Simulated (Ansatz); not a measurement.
# HfO2: what the fields show

Input file:

```
crystal:
  lattice:
    - [0.0, 2.5295608506, 2.5295608506]
    - [2.5295608506, 0.0, 2.5295608506]
    - [2.5295608506, 2.5295608506, 0.0]
  atoms:
    - { symbol: Hf, position: [0.0, 0.0, 0.0] }
    - { symbol: O, position: [0.25, 0.25, 0.25] }
    - { symbol: O, position: [0.75, 0.75, 0.75] }
basis:
  ecutwfc: 500
kpoints:
  mp_grid: { grid: [8, 8, 8] }
hamiltonian:
  xc: r2scan
scf:
  occupations: { method: gaussian, width: 0.02 }
output:
  forces: true
  stress: true
  eigenvalues: true
  write_density: true
  write_potential: true
  elf: true
  volumetric_format: npy
relax:
  adjacent_minimum: "off"
  f_tol: 0.005
  max_steps: 80
  cell: { stress_tol: 0.05 }
```

Command:

```sh
ansatz run input.yaml --threads 2 --pin off --max-ram 5120MiB --backend cpu --events-out ev --progress --plain --runs-dir out
```

Below, planes, directions and counts refer to the conventional cell (a = 5.06 Å, b = 5.06 Å, c = 5.06 Å, α = 90.00°, β = 90.00°, γ = 90.00°).

The fields are those of the run's last geometry, not of the input's.

Space group Fm-3m.

The calculation used DFT r2SCAN, scalar-relativistic, plane waves, PAW in Ansatz 0.2.0.

Core electrons are frozen (PAW), and the valence fields are smoothed inside the atomic spheres.

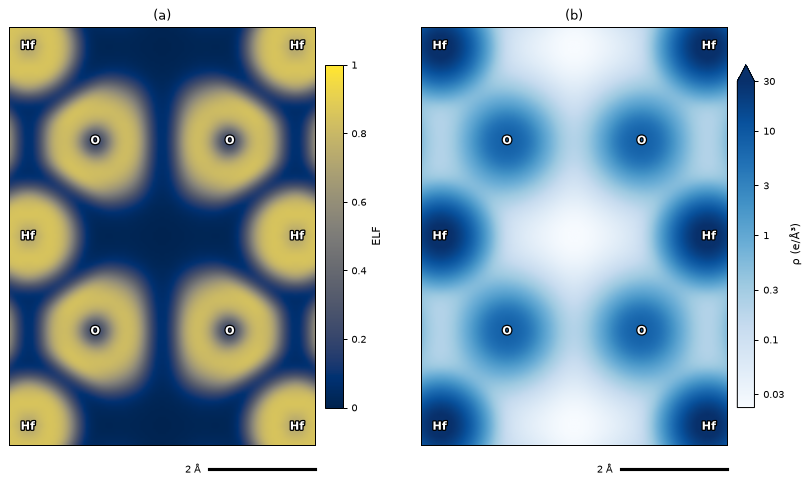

Figure 1. (a) ELF; (b) valence pseudo-density on the (011) plane of the conventional cell.

What does the map show?

Atoms in the plane: Hf and O. Hf–O (2.19 Å): ρ at the midpoint is about 0.57 e/Å³; the ELF peaks at about 0.85 in the valence shell of O, 0.6 Å from its nucleus, and drops to about 0.15 between the two atoms; no shared electron pair shows on this line. Between the atoms the lowest density in this plane is 0.02 e/Å³. The features right at Hf lie inside the PAW spheres, where the map follows smoothed inner orbitals and isn't to be read closely.

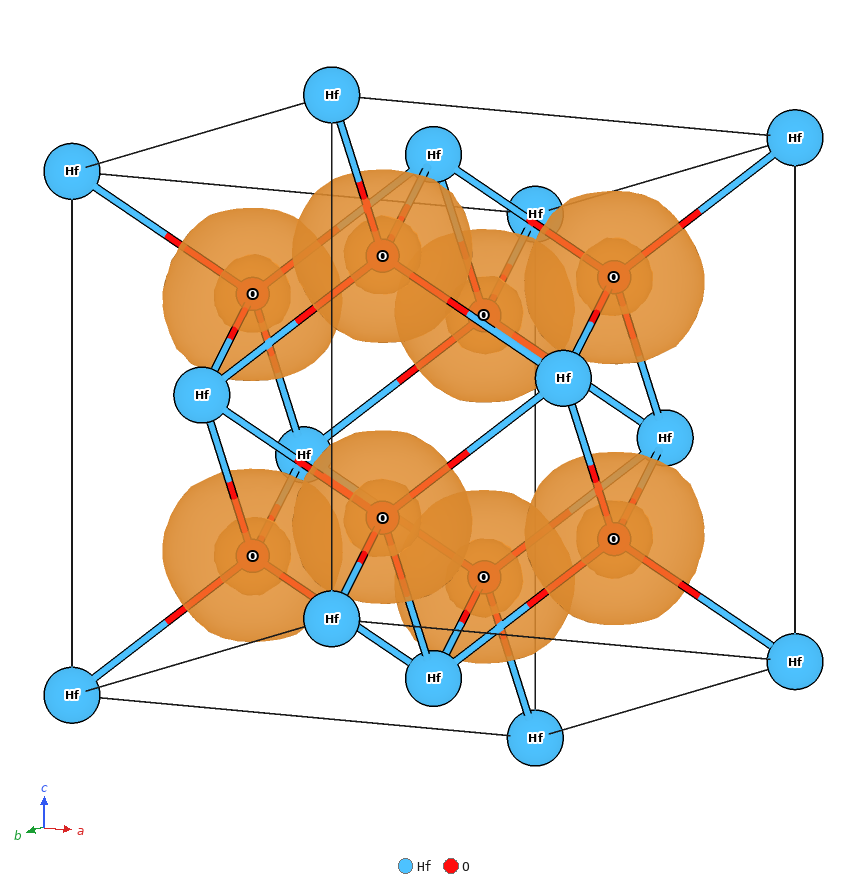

Figure 2. Isosurface of the ELF at 0.7 (orange), seen at an oblique angle. Only the valence region is drawn (cores and ρ < 0.01 e/Å³ removed). Sticks mark near contacts.

What do the ELF domains correspond to?

The ELF exceeds this value in eight regions wrapped around O (the valence shell of each), counted in one cell of 12 atoms. Regions shared between cells count once.

Does the calculation make it a metal, or give it a gap?

It is gapped, with a Kohn–Sham gap of 4.3 eV on the k-point mesh, an upper bound to the gap of this method.
